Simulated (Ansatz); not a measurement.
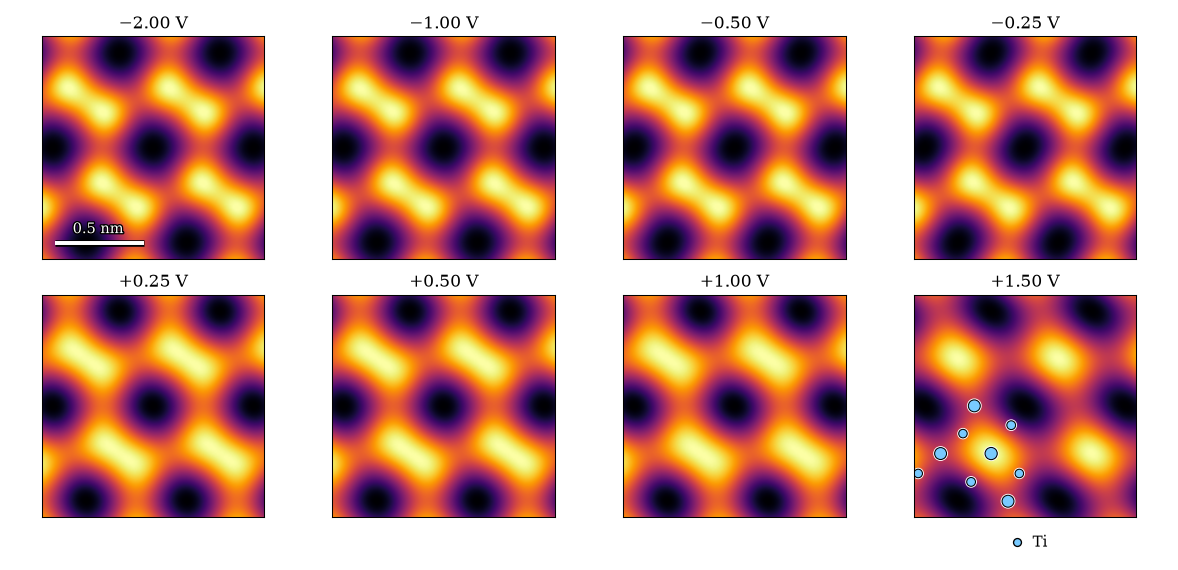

Constant-height images of Ti(110) (Im-3m bulk, 4 atomic planes (those closer than 0.6 Å count as one), 7 Å) with one Ti vacancy in a 2 × 2 cell at 8 sample biases, each on its own colour scale; the last has the atoms seen from above drawn over one corner (deeper ones smaller).

The STM signal is simulated in the Tersoff–Hamann approximation. Bias windows are sharp sums over the levels of the k mesh.

These are results of DFT PBE, scalar-relativistic, plane waves, PAW (Ansatz), not measurements. Cutoff 420 eV, 11 × 11 k-points, Gaussian smearing 0.1 eV, dipole correction. The slab is a cut without reconstruction beyond its cell, at the source's lattice constants, with its lower half held fixed and the rest relaxed. The defects repeat every 5.7 Å and interact, so states at the Fermi level and the work function belong to this dense array. This isn't the element's usual hcp form. No spin polarisation. The run warns that the functional's potential is rough in the thin density of the vacuum, where the tip is; weak contrasts and barriers may feel it.

```
CELL_PARAMETERS angstrom
5.68459 0.00000 0.00000
-1.89486 5.35948 0.00000
0.00000 0.00000 24.96217
ATOMIC_POSITIONS crystal
Ti 0.25000 0.25000 0.36055
Ti 0.25000 0.75000 0.36055
Ti 0.75000 0.25000 0.36055
Ti 0.75000 0.75000 0.36055
Ti 0.00000 0.00000 0.45352
Ti 0.00000 0.50000 0.45352
Ti 0.50000 0.00000 0.45352
Ti 0.50000 0.50000 0.45352
Ti 0.20256 0.20256 0.55255
Ti 0.29096 0.70904 0.54269
Ti 0.70904 0.29096 0.54269
Ti 0.79744 0.79744 0.55255
Ti 0.00000 0.50000 0.62286
Ti 0.50000 0.00000 0.62286
Ti 0.50000 0.50000 0.62642
```

> How do the images change with bias?

| bias | height (Å) | bright/dark | brightest over |
| --- | --- | --- | --- |
| −2.00 V | 4.5 | 1.9 | points 1.2 Å to the side of the top Ti atoms |
| −1.00 V | 4.5 | 2.1 | points just beside the top Ti atoms |
| −0.50 V | 4.5 | 2.4 | points 1.2 Å to the side of the top Ti atoms |
| −0.25 V | 4.5 | 2.9 | points 1.3 Å to the side of the top Ti atoms |
| +0.25 V | 4.5 | 2.3 | points just beside the top Ti atoms |
| +0.50 V | 4.5 | 2.3 | points just beside the top Ti atoms |
| +1.00 V | 4.5 | 2 | some of the top Ti atoms |
| +1.50 V | 4.5 | 2.5 | some of the top Ti atoms |

The slab has states at the Fermi level, so this model gives a current down to small biases. Its work function (top face) is 3.72 eV.
